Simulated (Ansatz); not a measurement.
System: TiSi$_{16}$ (cell with a defect).

```
CELL_PARAMETERS angstrom
0.00000 5.43000 5.43000
5.43000 0.00000 5.43000
5.43000 5.43000 0.00000
ATOMIC_POSITIONS crystal
Si 0.00386 0.98826 0.00386
Si 0.12813 0.12195 0.12814
Si 0.99520 0.00233 0.50108
Si 0.12815 0.12174 0.62163
Si 0.00387 0.50436 0.00387
Si 0.12498 0.62516 0.12498
Si 0.00391 0.50423 0.48795
Si 0.12805 0.62946 0.62127
Si 0.50108 0.00233 0.99521
Si 0.62163 0.12174 0.12816
Si 0.50110 0.00226 0.50111
Si 0.62458 0.12594 0.62458
Si 0.48795 0.50423 0.00391
Si 0.62127 0.62946 0.12806
Si 0.50106 0.49660 0.50106
Si 0.62117 0.62937 0.62117
Ti 0.87475 0.37562 0.87475
```

Computed without spin polarisation; PAW files of the earlier set (soft_1).

Method: DFT PBE, scalar-relativistic, plane waves, PAW (Ansatz).

**Predict the valence pseudo-density and electron localisation function between the atoms.**

Ti–Si (2.75 Å): ρ at the midpoint is about 0.26 e/Å³; the ELF peaks at about 0.70 in the valence shell of Si, 1.0 Å from its nucleus, and is about 0.35 at the midpoint.

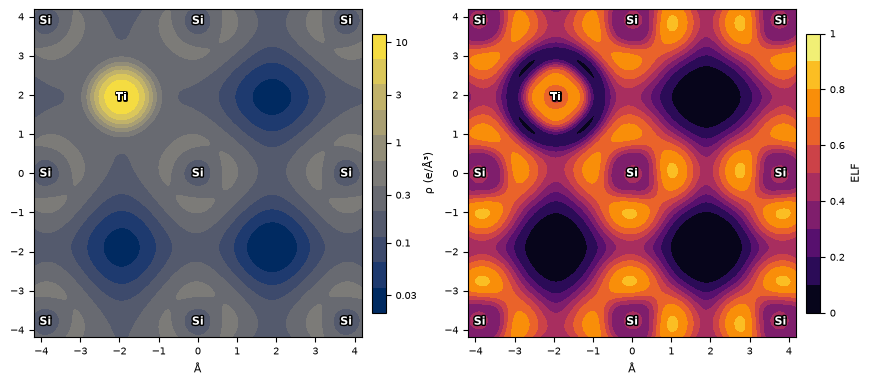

Computed valence pseudo-density and electron localisation function on the (011) plane of the calculation cell, in this order. 
